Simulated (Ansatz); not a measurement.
AlRu: geometry relaxation

The run: geometry relaxation of AlRu (2 atoms in the cell). Method and program: DFT, PBEsol, plane waves, PAW, no spin polarisation (Ansatz 0.2.0).

The structure derives from a Materials Project entry. Figures and captions count atoms from 1; the log counts them from 0 in places.

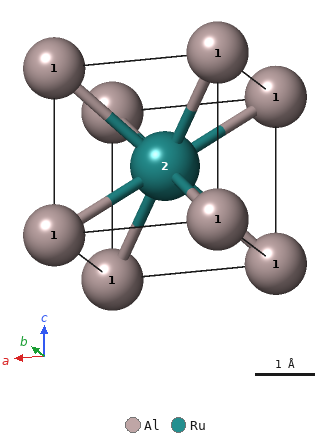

**Figure 1.** The starting structure (ball-and-stick view of the cell of the calculation, seen at an oblique angle; atoms are numbered from 1 in the order of the input). An atom can appear more than once, as a periodic image. Near neighbours in the periodic cell (some may lie outside the picture): Al has 8 Ru at 2.58 Å; Ru has 8 Al at 2.58 Å.

### Results in brief

| quantity | value |
| --- | --- |
| outcome | converged |
| space group (tolerance 0.01 Å) | Pm-3m (221) |
| electrons treated | 19 |
| free energy | −6342.3052 eV |
| Fermi energy | 16.290 eV |
| gap on the k-point mesh | none (metallic) |
| pressure | 0.00 GPa |
| final volume | 26.37 Å³ |
| largest force (length of the vector) at the end | under 0.001 eV/Å |
| final cell | a = 2.976 Å, b = 2.976 Å, c = 2.976 Å, α = 90.00°, β = 90.00°, γ = 90.00° |
| hardware | 4 threads of AMD EPYC (Zen 3), 16 GiB of memory available, shared host |
| wall time | 3.2 s (CPU time 10 s) |
| peak memory | 0.4 GiB |

### Remarks

Settings chosen away from the usual ones: scf.mixing.algorithm set to msr1; scf.mixing.beta set to 0.9; scf.mixing.ndim set to 16; basis.ecutrho_ratio set to 6.

### The input
```yaml
crystal:
  lattice:
    - [2.98249544, 0.0, 0.0]
    - [0.0, 2.98249544, 0.0]
    - [0.0, 0.0, 2.98249544]
  atoms:
    - { symbol: Al, position: [0.0, 0.0, 0.0] }
    - { symbol: Ru, position: [0.5, 0.5, 0.5] }
basis:
  ecutwfc: 420
  ecutrho_ratio: 6
kpoints:
  mp_grid: { grid: [14, 14, 14] }
hamiltonian:
  xc: pbesol
scf:
  occupations: { method: gaussian, width: 0.1 }
  mixing: { algorithm: msr1, beta: 0.9, ndim: 16 }
output:
  forces: true
  eigenvalues: true
  stress: true
relax:
  adjacent_minimum: "off"
  f_tol: 0.005
  max_steps: 80
  cell: { stress_tol: 0.05 }
```

Command:
```bash
ansatz run input.yaml --threads 4 --pin off --max-ram 10240MiB --backend cpu --events-out ev --progress --plain --runs-dir out
```

### The program's output
```
Engine: ansatz 0.2.0, x86_64-unknown-linux-gnu
Pseudopotentials: kind: paw
Pseudopotential: Al, paw, valence charge 3, recommended cutoff 420 eV (normal), Al.paw.azcp
Pseudopotential: Ru, paw, valence charge 16, recommended cutoff 420 eV (normal), Ru.paw.azcp
Functional definition: PBEsol
  exchange = pbesol_x
  correlation = pbesol_c
Crystal: 2 atoms, lattice volume = 26.530 Å³
Basis set: ecut = 420 eV, 485 PW (Γ), exchange–correlation on 50×50×50 points (8 copies of the dense FFT grid, shifted against one another)
Bands: 14, of which v1, the nominal top of the filled ones, is band 10 counted from 1 (9 counted from 0)
Symmetry: 48 space group operations
Space group: Pm-3m (ITA 221), of the structure as read, at distance tolerance 3.0e-5 Å
k-points: 120 of 2744
Non-local potential: Al, projectors of the file, l = 0: 2, l = 1: 2, l = 2: 1
Non-local potential: Ru, projectors of the file, l = 0: 3, l = 1: 2, l = 2: 2, l = 3: 1
PAW form: soft (Blöchl's): semilocal exchange-correlation on the pseudo side does not see the compensation charge
PAW frozen core: Al, regenerated for the run's functional, and the local potential with it (the file was generated under x = pbe(κ = 0.804, μ = 0.2195149727645171), c = pbe(β = 0.06672455060314922))
PAW frozen core: Ru, regenerated for the run's functional, and the local potential with it (the file was generated under x = pbe(κ = 0.804, μ = 0.2195149727645171), c = pbe(β = 0.06672455060314922))
PAW one-centre angular grid: Al, 110 points (default); XC on 64 Gauss nodes
PAW one-centre angular grid: Ru, 590 points (default); XC on 64 Gauss nodes
Initial density: superposition of atomic densities (neutral atoms: chi_scale 0, normalization atom), corrected by the library's trained network
Initial wavefunctions: pseudopotential atomic-orbital guess
Functional: x = pbesol(κ = 0.804, μ = 0.12345679012345678), c = pbesol(β = 0.046)
SCF iter   1: F=—  HF=-6342.310034 eV  |F-HF|=—  |Δ(HF+E_count)|=         —  Δρ=9.19e-3  dr2=2.44e-2  ethr=1.77e-3  ⟨swp⟩=5.0  Hψ=8930  notcnv=0
preconditioner: auto → none  [metal: Δε(μ)=0.023 eV  Ē_g=8.946 eV  σ=0.100 eV  W_gap=0.13  n_scr=6 (ndim 16)  ℏωp=23.9 eV  f_vac=0.000  D(μ)=1.82/eV (n_scr^D=18)  sad-step TF]
SCF iter   2: F=—  HF=-6342.306731 eV  |F-HF|=—  |Δ(HF+E_count)|=   3.30e-3  Δρ=6.17e-3  dr2=1.20e-2  ethr=1.29e-4  ⟨swp⟩=2.2  Hψ=4194  notcnv=0  defer=21
SCF iter   3: F=—  HF=-6342.304517 eV  |F-HF|=—  |Δ(HF+E_count)|=   2.21e-3  Δρ=4.45e-4  dr2=1.05e-5  ethr=6.33e-5  ⟨swp⟩=2.4  Hψ=2329  notcnv=0  defer=21
SCF iter   4: F=—  HF=-6342.304521 eV  |F-HF|=—  |Δ(HF+E_count)|=   3.89e-6  Δρ=6.51e-5  dr2=1.37e-6  ethr=5.51e-8  ⟨swp⟩=2.4  Hψ=2718  notcnv=0  defer=21
iter 5 did not close the SCF: its close was put off for the readings that it lacked (scf_convergence_deferred on its scf_iter line)
SCF iter   5: F=-6342.304521 eV  HF=-6342.304521 eV  |F-HF|=1.08e-8  |Δ(HF+E_count)|=   2.32e-7  Δρ=6.35e-6  dr2=1.28e-8  ethr=7.20e-9  ⟨swp⟩=2.2  Hψ=2147  notcnv=0  defer=21
SCF iter   6: F=-6342.304521 eV  HF=-6342.304521 eV  |F-HF|=7.46e-11  |Δ(HF+E_count)|=   3.64e-9  Δρ=6.77e-7  dr2=1.25e-10  ethr=6.74e-11  ⟨swp⟩=2.5  Hψ=5505  notcnv=0
SCF 1 converged in 6 iterations: F = -6342.304521 eV  dr2 = 1.25e-10
  greatest PAW one-centre occupation: 0.999 electrons in one spin orbital (limit 2), on the Ru atom at site 1 (counted from 0), in its partial waves of l = 0
relax step   1: F+E_penalty+E_count = -6342.30452075 eV  Δ(F+E_penalty+E_count) = +0.000e0 eV  max|allowed force component| = 7.034e-29 eV/Å  Δτ_max = 0.0000 Å  P = -1.351 GPa  Ω = 26.530 Å³  (6 SCF iters, dr2 threshold 1.00e-7 eV, accepted)
Crystal: 2 atoms, lattice volume = 26.327 Å³
Initial density: handed on by an earlier stage of this run
Initial wavefunctions: those handed on with the density
iter 1 solved again at ethr=1.82e-6 eV; its pass at ethr=3.10e-3 eV (dr2=3.45e-4 eV) is discarded
SCF iter   1: F=—  HF=-6342.305326 eV  |F-HF|=—  |Δ(HF+E_count)|=         —  Δρ=9.51e-4  dr2=3.31e-4  ethr=1.82e-6  ⟨swp⟩=2.0  Hψ=9576  notcnv=0
preconditioner: auto → none  [metal: Δε(μ)=0.024 eV  Ē_g=9.027 eV  σ=0.100 eV  W_gap=0.13  n_scr=6 (ndim 16)  ℏωp=24.0 eV  f_vac=0.000  D(μ)=1.85/eV (n_scr^D=18)]
SCF iter   2: F=—  HF=-6342.305743 eV  |F-HF|=—  |Δ(HF+E_count)|=   4.18e-4  Δρ=2.52e-3  dr2=2.31e-3  ethr=1.74e-6  ⟨swp⟩=2.0  Hψ=2798  notcnv=0  recentre
SCF iter   3: F=—  HF=-6342.305252 eV  |F-HF|=—  |Δ(HF+E_count)|=   4.91e-4  Δρ=2.21e-4  dr2=1.44e-5  ethr=1.74e-6  ⟨swp⟩=2.0  Hψ=2696  notcnv=0
SCF iter   4: F=—  HF=-6342.305247 eV  |F-HF|=—  |Δ(HF+E_count)|=   5.42e-6  Δρ=1.08e-5  dr2=8.50e-9  ethr=1.05e-9  ⟨swp⟩=3.4  Hψ=7475  notcnv=0
SCF iter   5: F=-6342.305247 eV  HF=-6342.305247 eV  |F-HF|=1.17e-10  |Δ(HF+E_count)|=  5.93e-10  Δρ=2.39e-6  dr2=3.36e-10  ethr=4.47e-11  ⟨swp⟩=1.8  Hψ=5032  notcnv=0
SCF 2 converged in 5 iterations: F = -6342.305247 eV  dr2 = 3.36e-10
relax step   2: F+E_penalty+E_count = -6342.30524666 eV  Δ(F+E_penalty+E_count) = -7.259e-4 eV  max|allowed force component| = 2.564e-29 eV/Å  Δτ_max = 0.0000 Å  P = +0.320 GPa  Ω = 26.327 Å³  energy of the carried Pulay correction = +6.454e-5 eV  (5 SCF iters, dr2 threshold 2.00e-7 eV, accepted)
Crystal: 2 atoms, lattice volume = 26.366 Å³
iter 1 solved again at ethr=6.31e-8 eV; its pass at ethr=3.10e-3 eV (dr2=1.20e-5 eV) is discarded
SCF iter   1: F=—  HF=-6342.305277 eV  |F-HF|=—  |Δ(HF+E_count)|=         —  Δρ=1.81e-4  dr2=1.19e-5  ethr=6.31e-8  ⟨swp⟩=2.1  Hψ=9290  notcnv=0
preconditioner: auto → none  [metal: Δε(μ)=0.019 eV  Ē_g=9.018 eV  σ=0.100 eV  W_gap=0.11  n_scr=6 (ndim 16)  ℏωp=24.0 eV  f_vac=0.000  D(μ)=1.86/eV (n_scr^D=18)]
SCF iter   2: F=—  HF=-6342.305290 eV  |F-HF|=—  |Δ(HF+E_count)|=   1.37e-5  Δρ=4.78e-4  dr2=8.31e-5  ethr=6.29e-8  ⟨swp⟩=2.0  Hψ=2791  notcnv=0
SCF iter   3: F=—  HF=-6342.305273 eV  |F-HF|=—  |Δ(HF+E_count)|=   1.78e-5  Δρ=2.60e-5  dr2=2.02e-7  ethr=6.29e-8  ⟨swp⟩=2.0  Hψ=2697  notcnv=0
SCF iter   4: F=-6342.305273 eV  HF=-6342.305273 eV  |F-HF|=3.50e-10  |Δ(HF+E_count)|=   4.77e-8  Δρ=2.11e-6  dr2=5.57e-10  ethr=1.05e-9  ⟨swp⟩=4.9  Hψ=6790  notcnv=0
SCF 3 converged in 4 iterations: F = -6342.305273 eV  dr2 = 5.57e-10
relax step   3: F+E_penalty+E_count = -6342.30527256 eV  Δ(F+E_penalty+E_count) = -2.590e-5 eV  max|allowed force component| = 3.928e-30 eV/Å  Δτ_max = 0.0000 Å  P = -0.003 GPa  Ω = 26.366 Å³  energy of the carried Pulay correction = +5.221e-5 eV  (4 SCF iters, dr2 threshold 2.00e-7 eV, accepted)
Initial wavefunctions: pseudopotential atomic-orbital guess (no wavefunctions were taken with the density)
iter 1 solved again at ethr=8.82e-9 eV; its pass at ethr=3.10e-3 eV (dr2=1.68e-6 eV) is discarded
SCF iter   1: F=—  HF=-6342.305222 eV  |F-HF|=—  |Δ(HF+E_count)|=         —  Δρ=1.03e-5  dr2=3.81e-9  ethr=8.82e-9  ⟨swp⟩=3.0  Hψ=13409  notcnv=0
preconditioner: auto → none  [metal: Δε(μ)=0.020 eV  Ē_g=9.017 eV  σ=0.100 eV  W_gap=0.11  n_scr=6 (ndim 16)  ℏωp=24.0 eV  f_vac=0.000  D(μ)=1.86/eV (n_scr^D=18)]
SCF iter   2: F=—  HF=-6342.305221 eV  |F-HF|=—  |Δ(HF+E_count)|=   1.32e-6  Δρ=2.52e-6  dr2=1.81e-9  ethr=2.00e-11  ⟨swp⟩=2.0  Hψ=2806  notcnv=0
SCF iter   3: F=—  HF=-6342.305221 eV  |F-HF|=—  |Δ(HF+E_count)|=  8.03e-10  Δρ=3.82e-6  dr2=5.28e-9  ethr=9.51e-12  ⟨swp⟩=2.0  Hψ=2717  notcnv=0  recentre
SCF iter   4: F=-6342.305221 eV  HF=-6342.305221 eV  |F-HF|=9.09e-13  |Δ(HF+E_count)|=   1.13e-9  Δρ=2.21e-7  dr2=5.26e-12  ethr=1.00e-12  ⟨swp⟩=4.2  Hψ=8286  notcnv=0
SCF 4 converged in 4 iterations: F = -6342.305221 eV  dr2 = 5.26e-12
relax step   4: F+E_penalty+E_count = -6342.30522077 eV  Δ(F+E_penalty+E_count) = +5.179e-5 eV  max|allowed force component| = 2.112e-30 eV/Å  Δτ_max = 0.0000 Å  P = -0.004 GPa  Ω = 26.366 Å³  stress off target by 4.28e-3 GPa  SCF on the basis re-selected at this cell (its energy is not comparable with the rows above)  (4 SCF iters)
```

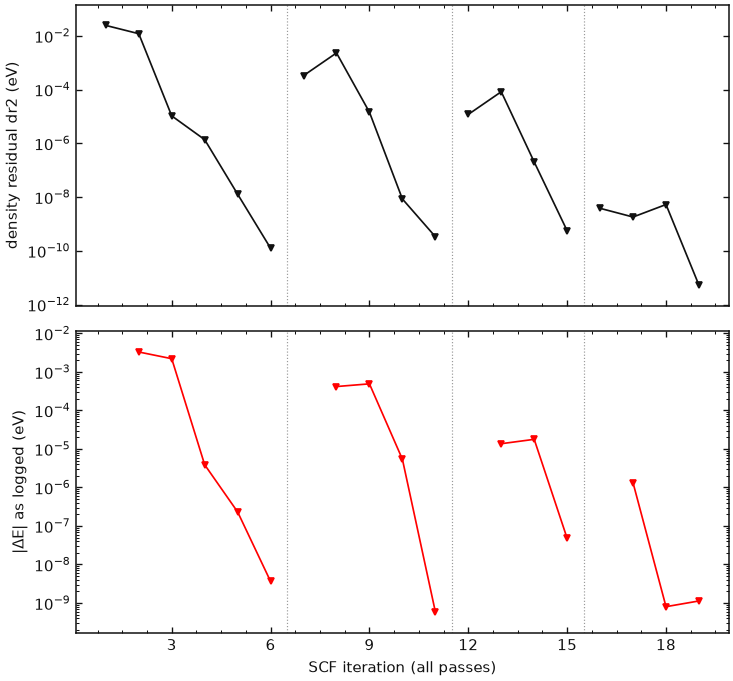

**Figure 2.** Convergence of the self-consistent field: density residual dr2 and size of the energy change against the SCF iteration. The dotted lines part the SCF passes of the relaxation: geometry steps, rejected trials and re-solves on a re-selected basis. The passes take 6, 5, 4 and 4 iterations.

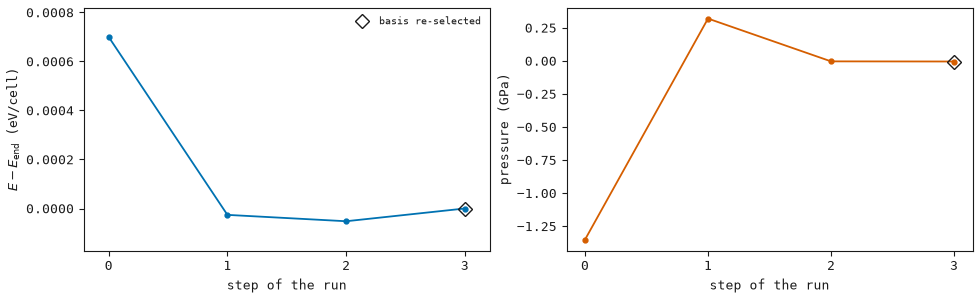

**Figure 3.** Progress of the relaxation, step by step (the first geometry is step 0 here and step 1 in the log). The energy falls by 0.8 meV per cell of the calculation in 2 geometry steps. All forces vanish by symmetry, so only the cell relaxes. The pressure goes from −1.35 to 0.00 GPa. The atoms keep their places relative to the cell (all moves are under 0.005 Å). A last SCF at the same geometry on a re-selected plane-wave basis shifts the energy by +0.1 meV per cell of the calculation.

```
basis re-selected at this cell: Δ(F+E_penalty+E_count) = +5.179e-5 eV, ΔP = -0.001 GPa vs the last step (what re-selecting the basis moved, of the pressure what is left beyond the Pulay correction that the steps carried, after the strain that the cell walked since its last selection, with what the two solves' SCF thresholds leave and, on support functions, any second-order correction that the steps lacked; it is no measure of the basis error at this ecutwfc). This SCF's stress stands 4.28e-3 GPa from its target on what of the cell is left free (relax.cell.stress_tol is 5.00e-2 GPa) and its largest allowed force component is 2.11e-30 eV/Å (relax.f_tol is 5.00e-3 eV/Å): within both
SCF converged after 4 iterations
Free energy (F): -6342.305221 eV
Harris-Foulkes:  -6342.305221 eV  (|F-HF|=9.09e-13)
Internal energy: -6342.295932 eV  (E = F + TS)
E sigma→0 (E₀):  -6342.300576 eV
Entropy (-TS):   -0.009289 eV (-4.644 meV/atom)
Fermi energy:    16.289865 eV
--- Per-component energies (eV) ---
  E_band       = -116.610210
  E_kinetic    = 543.852670
  E_local      = -1784.350747  (includes V_loc(G=0)·N_el)
  E_nonlocal   = 356.646489
  E_hartree    = 632.797620
  E_xc         = -231.025670
  E_vxc        = -270.633110  (∫ρ·V_xc dr)
  E_paw        = -3855.420246  (= ΣΔE_a)
  E_vpaw       = -227.720924  (= ΣTr[D̂ρ^β])
  E_aug_tail   = 0.000073  (compensation charges beyond the density's cutoff)
  E_ewald      = -2005.068557
  E_core_change = 0.272435  (= ΣΔE_core)
  E_smearing   = -0.009289  (= −TS)
  E_closure    = 0.000000  (closes the sum)
  Σ components = -6342.305221   (vs F -6342.305221, Δ=0.00e0)
--- Forces (eV/Å), atoms counted from 1 ---
  atom   1  Al    -0.00000000     0.00000000    -0.00000000
  atom   2  Ru     0.00000000    -0.00000000     0.00000000
  max |Σ_I F_I| component: 4.19e-30 eV/Å
--- Stress (GPa, compression-positive) ---
       -0.004283      -0.000000       0.000000
       -0.000000      -0.004283      -0.000000
        0.000000      -0.000000      -0.004283
  P = ⅓ Tr σ = -0.0043 GPa (-0.043 kbar)
--- Band table (eV; the first three rows and the last of 120) ---
  k-point 0: bands = ["-55.4357", "-25.4057", "-25.4057", "-25.4057", "6.5299", "12.6177", "12.6177", "16.4866", "16.4866", "16.4866", "22.4311", "22.4311", "22.4311", "27.3375"]
  k-point 1: bands = ["-55.4349", "-25.4169", "-25.4047", "-25.4047", "6.6292", "12.6529", "12.6542", "16.3597", "16.3597", "16.4991", "21.9476", "22.6318", "22.6318", "27.1059"]
  k-point 2: bands = ["-55.4325", "-25.4482", "-25.4021", "-25.4021", "6.9224", "12.7356", "12.7540", "16.0366", "16.0366", "16.5344", "20.9217", "23.1767", "23.1767", "26.5048"]
  k-point 119: bands = ["-55.3858", "-25.5764", "-25.5764", "-25.5764", "11.5755", "11.5755", "11.5755", "17.9570", "17.9570", "18.9819", "20.4276", "20.4276", "20.4276", "25.0049"]
--- Relaxed structure (3 steps of the walk, 3 accepted, 1 SCFs on fresh bases) ---
  F+E_penalty+E_count = -6342.30522077 eV   max|allowed force component| = 2.112e-30 eV/Å   (the final SCF, on the basis selected at the relaxed cell)
  cell:  # Å, volume = 26.3655 Å³
    - [2.9763145935914235, -2.4074124304840445e-35, -1.6049416203226965e-35]
    - [-2.4074124304840445e-35, 2.9763145935914235, 0.0]
    - [-1.6049416203226965e-35, 0.0, 2.9763145935914235]
  atoms:
    - { symbol: Al, position: [-2.152481574728316e-35, 3.9153411757460413e-47, 5.381203936811001e-36] }
    - { symbol: Ru, position: [0.5, 0.5, 0.5] }
```

### Trajectory as extended XYZ (Å, eV, eV/Å), 4 frames, from step=1 to step=4
```
2
Lattice="2.9825 0.0000 0.0000 0.0000 2.9825 0.0000 0.0000 0.0000 2.9825" Properties=species:S:1:pos:R:3:forces:R:3 step=1 energy=-6342.30452 pressure_GPa=-1.35
Al    0.0000    0.0000    0.0000    0.0000   0.0000   0.0000
Ru    1.4912    1.4912    1.4912    0.0000   0.0000   0.0000
2
Lattice="2.9749 0.0000 0.0000 0.0000 2.9749 0.0000 0.0000 0.0000 2.9749" Properties=species:S:1:pos:R:3:forces:R:3 step=2 energy=-6342.30525 pressure_GPa=0.32
Al    0.0000    0.0000    0.0000    0.0000   0.0000   0.0000
Ru    1.4874    1.4874    1.4874    0.0000   0.0000   0.0000
2
Lattice="2.9763 0.0000 0.0000 0.0000 2.9763 0.0000 0.0000 0.0000 2.9763" Properties=species:S:1:pos:R:3:forces:R:3 step=3 energy=-6342.30527 pressure_GPa=-0.00
Al    0.0000    0.0000    0.0000    0.0000   0.0000   0.0000
Ru    1.4882    1.4882    1.4882    0.0000   0.0000   0.0000
2
Lattice="2.9763 0.0000 0.0000 0.0000 2.9763 0.0000 0.0000 0.0000 2.9763" Properties=species:S:1:pos:R:3:forces:R:3 step=4 energy=-6342.30522 pressure_GPa=-0.00
Al    0.0000    0.0000    0.0000    0.0000   0.0000   0.0000
Ru    1.4882    1.4882    1.4882    0.0000   0.0000   0.0000
```
